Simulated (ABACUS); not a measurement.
## Band-structure run of InP (part 2 of 2)

InP (2 atoms in the cell); Kohn-Sham DFT of a periodic cell, LDA, GBRV ultrasoft 1.5 LDA, no spin polarisation (ABACUS 3.10.1); cutoff 544.23 eV, 6×6×6 k-mesh, fermi-dirac of 0.05 eV. The structure derives from an entry of the Crystallography Open Database.

Geometry of the input (Å; fractional positions):
```
0.0000  2.9305  2.9305
2.9305  0.0000  2.9305
2.9305  2.9305  0.0000
In 0.0000  0.0000  0.0000
P  0.7500  0.7500  0.7500
```

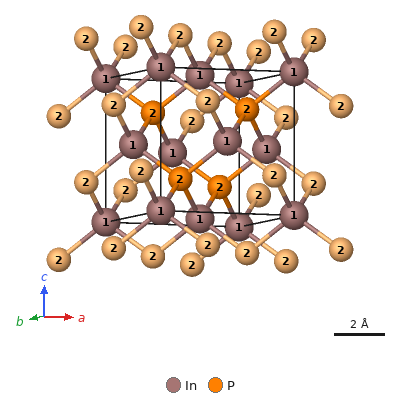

Fig. 1: The structure as given in the input (ball-and-stick view of the cell 4 times as large as that of the calculation, set on its symmetry axes, seen at an oblique angle; neighbours outside the cell are drawn fainter; atoms are numbered from 1 in the order of the input).

**Output, continued**
```
                               nkstot now = 16
[... K-POINTS DIRECT COORDINATES: 16 rows ...]

           k-point number in this process = 4
       minimum distributed K point number = 4
[... stars of the k points ...]

[... K-POINTS CARTESIAN COORDINATES: 4 rows ...]

[... K-POINTS DIRECT COORDINATES: 4 rows ...]

 SETUP PLANE WAVES FOR WAVE FUNCTIONS
     energy cutoff for wavefunc (unit:Ry) = 40
              fft grid for wave functions = [ 32, 32, 32 ]
                    number of plane waves = 1837
                         number of sticks = 199

 PARALLEL PW FOR WAVE FUNCTIONS
     PROC   COLUMNS(POT)             PW
        1            199           1837
 --------------- sum -------------------
        1            199           1837

 SETUP NONLOCAL PSEUDOPOTENTIALS IN PLANE WAVE BASIS
 In non-local projectors:
 projector 1 L=0
 projector 2 L=0
 projector 3 L=1
 projector 4 L=1
 projector 5 L=2
 projector 6 L=2
 P non-local projectors:
 projector 1 L=0
 projector 2 L=0
 projector 3 L=1
 projector 4 L=1
 projector 5 L=2
 projector 6 L=2
      TOTAL NUMBER OF NONLOCAL PROJECTORS = 36

 Init Non-Local PseudoPotential table :
 Init Non-Local-Pseudopotential done.

                                     npwx = 1459

 Make real space PAO into reciprocal space.
       max mesh points in Pseudopotential = 769
     dq(describe PAO in reciprocal space) = 0.01
                                    max q = 763

 number of pseudo atomic orbitals for In is 3
WARNING: norm of atomic wavefunction # 3 of atomic type In is 0.99999, renormalized

 number of pseudo atomic orbitals for P is 2
WARNING: norm of atomic wavefunction # 2 of atomic type P is 0.999976, renormalized

 -------------------------------------------
 SELF-CONSISTENT
 -------------------------------------------
                                 init_chg = atomic

 PW ALGORITHM --------------- ION=   1  ELEC=   1--------------------------------

 Density error is 2.71746046368
                          Error Threshold = 0.01
----------------------------------------------------------
     Energy           Rydberg                 eV
----------------------------------------------------------
 E_KohnSham     -147.4690587671      -2006.4194779298
 E_Harris       -164.9776717139      -2244.6363780825
 E_Fermi        0.5674202434         7.7201484706
----------------------------------------------------------

 PW ALGORITHM --------------- ION=   1  ELEC=   2--------------------------------

 Density error is 0.863796874566
                          Error Threshold = 0.01
----------------------------------------------------------
     Energy           Rydberg                 eV
----------------------------------------------------------
 E_KohnSham     -148.5396230524      -2020.9852522854
 E_Harris       -141.8057237096      -1929.3658514637
 E_Fermi        0.5315931348         7.2326956504
----------------------------------------------------------

 PW ALGORITHM --------------- ION=   1  ELEC=   3--------------------------------

 Density error is 0.00849213334736
                          Error Threshold = 0.00479887152537
----------------------------------------------------------
     Energy           Rydberg                 eV
----------------------------------------------------------
 E_KohnSham     -148.7004799129      -2023.1738221498
 E_Harris       -148.1698558828      -2015.9543118450
 E_Fermi        0.5113727515         6.9575832224
----------------------------------------------------------

 PW ALGORITHM --------------- ION=   1  ELEC=   4--------------------------------

 Density error is 0.000247583113719
                          Error Threshold = 4.71785185964e-05
----------------------------------------------------------
     Energy           Rydberg                 eV
----------------------------------------------------------
 E_KohnSham     -148.7022886238      -2023.1984309240
 E_Harris       -148.7163712502      -2023.3900348864
 E_Fermi        0.5165523801         7.0280556843
----------------------------------------------------------

 PW ALGORITHM --------------- ION=   1  ELEC=   5--------------------------------

 Density error is 3.04098227895e-05
                          Error Threshold = 1.37546174288e-06
----------------------------------------------------------
     Energy           Rydberg                 eV
----------------------------------------------------------
 E_KohnSham     -148.7023180171      -2023.1988308399
 E_Harris       -148.7527133028      -2023.8844938783
 E_Fermi        0.5146338036         7.0019521120
----------------------------------------------------------

 PW ALGORITHM --------------- ION=   1  ELEC=   6--------------------------------

 Density error is 2.23329382705e-07
                          Error Threshold = 1.68943459942e-07
----------------------------------------------------------
     Energy           Rydberg                 eV
----------------------------------------------------------
 E_KohnSham     -148.7023254653      -2023.1989321780
 E_Harris       -148.7002693550      -2023.1709573623
 E_Fermi        0.5143156896         6.9976239497
----------------------------------------------------------

 PW ALGORITHM --------------- ION=   1  ELEC=   7--------------------------------

 Density error is 5.55241770089e-09
                          Error Threshold = 1.24071879281e-09
----------------------------------------------------------
     Energy           Rydberg                 eV
----------------------------------------------------------
 E_KohnSham     -148.7023255182      -2023.1989328981
 E_KS(sigma->0) -148.7023220171      -2023.1988852634
 E_Harris       -148.7019015873      -2023.1931650222
 E_band         -4.1848227917        -56.9374350880
 E_one_elec     -55.8438076801       -759.7939824650
 E_Hartree      40.0020080570        544.2552410173
 E_xc           -43.1401146954       -586.9513722308
 E_Ewald        -89.7204041976       -1220.7087239501
 E_entropy(-TS) -0.0000070022        -0.0000952694
 E_descf        0.0000000000         0.0000000000
 E_exx          0.0000000000         0.0000000000
 E_Fermi        0.5142890707         6.9972617800
----------------------------------------------------------

 charge density convergence is achieved
 final etot is -2023.1989329 eV
 EFERMI = 6.99726178 eV

 STATE ENERGY(eV) AND OCCUPATIONS    NSPIN == 1
 1/4 kpoint (Cartesian) = 0.0000 0.0000 0.0000 (1459 pws)
       1       -7.42490     0.00925926
       2       -7.42490     0.00925926
       3       -7.42490     0.00925926
       4       -7.27059     0.00925926
       5       -7.27059     0.00925926
       6       -4.83271     0.00925926
       7        6.74253     0.00920284
       8        6.74253     0.00920284
       9        6.74253     0.00920284
      10        7.19593    0.000170965
      11        10.6784    9.83480e-35
      12        10.6784    9.83480e-35
      13        10.6784    9.83480e-35
      14        14.9691    5.29917e-72
      15        16.1657    2.13961e-82
      16        16.1657    2.13961e-82
      17        17.7277        0.00000
      18        17.7277        0.00000
      19        17.7277        0.00000

 2/4 kpoint (Cartesian) = 0.028437 0.028437 0.028437 (1432 pws)
       1       -7.45724      0.0740741
       2       -7.41204      0.0740741
       3       -7.41204      0.0740741
       4       -7.26975      0.0740741
       5       -7.26975      0.0740741
       6       -4.51536      0.0740741
       7        4.47446      0.0740741
       8        6.42695      0.0740732
       9        6.42695      0.0740732
      10        8.34012    1.60595e-13
      11        11.0669    3.31754e-37
      12        11.1251    1.03741e-37
      13        11.1251    1.03741e-37
      14        15.2927    6.55340e-74
      15        15.2927    6.55340e-74
      16        15.9283    1.97429e-79
      17        17.3897        0.00000
      18        19.6536        0.00000
      19        19.6536        0.00000

 3/4 kpoint (Cartesian) = 0.056873 0.056873 0.056873 (1441 pws)
       1       -7.51760      0.0740741
       2       -7.39206      0.0740741
       3       -7.39206      0.0740741
       4       -7.26347      0.0740741
       5       -7.26347      0.0740741
       6       -3.69247      0.0740741
       7        2.07403      0.0740741
       8        5.94216      0.0740741
       9        5.94216      0.0740741
      10        8.18532    3.55061e-12
      11        11.4826    8.13099e-41
      12        11.4826    8.13099e-41
      13        12.8103    2.39146e-52
      14        15.3568    1.81841e-74
      15        15.7461    7.54888e-78
      16        15.7461    7.54888e-78
      17        20.2653        0.00000
      18        20.9480        0.00000
      19        21.5929        0.00000

 4/4 kpoint (Cartesian) = 0.085310 0.085310 0.085310 (1458 pws)
       1       -7.54605      0.0370370
       2       -7.38540      0.0370370
       3       -7.38540      0.0370370
       4       -7.25709      0.0370370
       5       -7.25709      0.0370370
       6       -3.07117      0.0370370
       7       0.886506      0.0370370
       8        5.74265      0.0370370
       9        5.74265      0.0370370
      10        8.03039    3.93532e-11
      11        11.4329    1.09836e-40
      12        11.4329    1.09836e-40
      13        13.6192    1.12534e-59
      14        15.9237    1.08179e-79
      15        17.2633        0.00000
      16        17.2633        0.00000
      17        18.8622        0.00000
      18        19.2863        0.00000
      19        19.2863        0.00000

------------------------------------------------------------------------------------------
 TOTAL-FORCE (eV/Angstrom)
------------------------------------------------------------------------------------------
                       In1         0.0000000000         0.0000000000         0.0000000000
                        P1         0.0000000000         0.0000000000         0.0000000000
------------------------------------------------------------------------------------------

----------------------------------------------------------------
 TOTAL-STRESS (KBAR)
----------------------------------------------------------------
       -18.4247330351         0.0000000000        -0.0000000000
         0.0000000000       -18.4247330351         0.0000000000
         0.0000000000        -0.0000000000       -18.4247330351
----------------------------------------------------------------
 TOTAL-PRESSURE: -18.424733 KBAR

 --------------------------------------------
 !FINAL_ETOT_IS -2023.1989328980630489 eV
 --------------------------------------------
```

**Key numbers**

```csv
quantity,value
outcome,converged
space group (tolerance 0.01 Å),F-43m (216)
electrons treated,18
free energy,−2023.1989 eV
Fermi energy of the self-consistent step,6.997 eV
gap on the k-point mesh,0.45 eV
pressure,−1.84 GPa
largest force (length of the vector),under 0.001 eV/Å
wall time,12 s (CPU time 46 s)
peak memory,0.72 GiB
```
